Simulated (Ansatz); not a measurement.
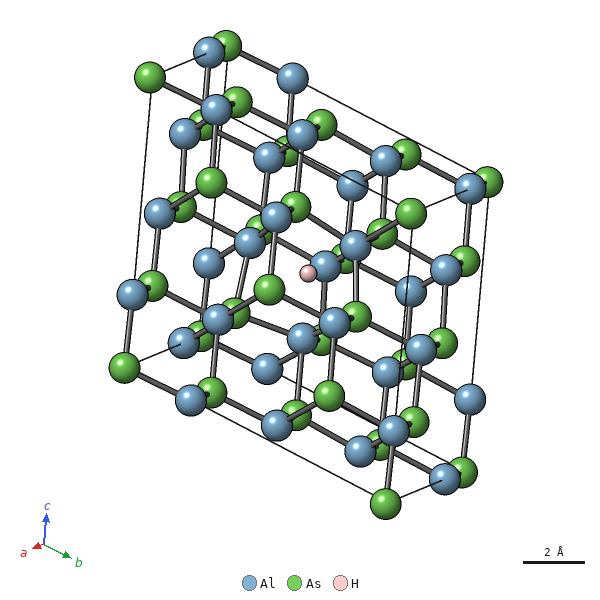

Shown here is a ball-and-stick view of the crystal, taken slightly off an axis. The edges of the supercell are marked. The host is AlAs, in a cell of 32 sites, and the cell carries a charge of -1.

**Where does the cell differ from the host, and how?**

An interstitial hydrogen atom. It is bonded to no bonds drawn.

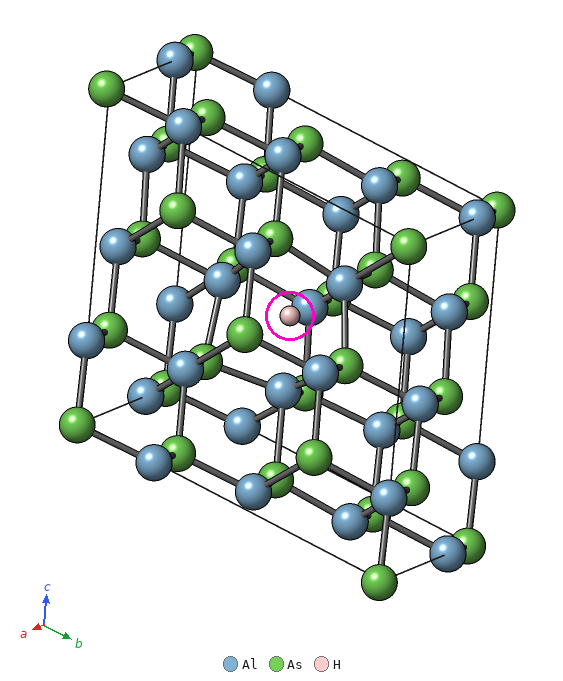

The same cell with a ring at the defect's site.

The atoms were relaxed in the host's cell with DFT PBE, scalar-relativistic, plane waves, PAW in Ansatz.
